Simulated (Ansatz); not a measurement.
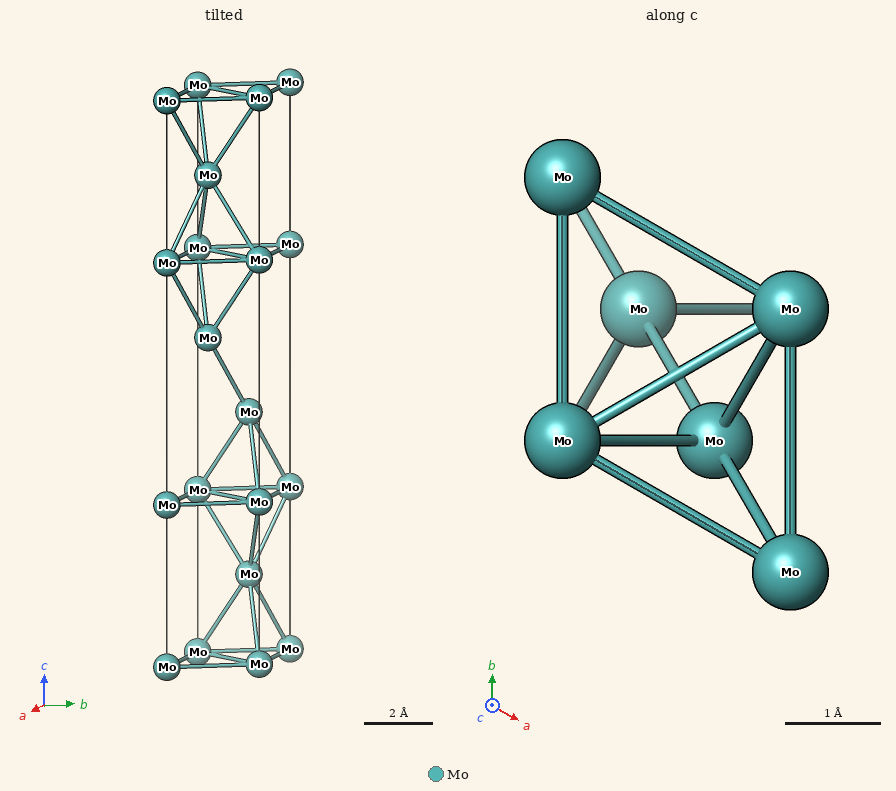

Crystal structure, ball-and-stick style, seen slightly off an axis and along the c axis. Thin lines show the conventional unit cell, with boundary atoms drawn in all their periodic places.

Mo, space group P-3m1 (No. 164), a = 2.77 Å, b = 2.77 Å, c = 16.94 Å, α = 90.00°, β = 90.00°, γ = 120.00°.

Computational set-up: Ansatz 0.2.0, DFT PBE, scalar-relativistic, plane waves, PAW, a 420 eV plane-wave basis, a 30×30×6 mesh of k-points, Gaussian smearing of 0.1 eV, no spin polarisation.

Is the electronic structure metallic or gapped?

Answer. A metal: bands cross the Fermi level.

Would the cell expand or shrink if it could?

Answer. The computed pressure is 0.0 GPa, close to zero.

Provenance: a structure type filled with this element by a generator (whether the element takes this form wasn't checked). Earlier steps of the study may have refined or changed the cell and positions. Ansatz was used for an electronic-structure calculation on it.
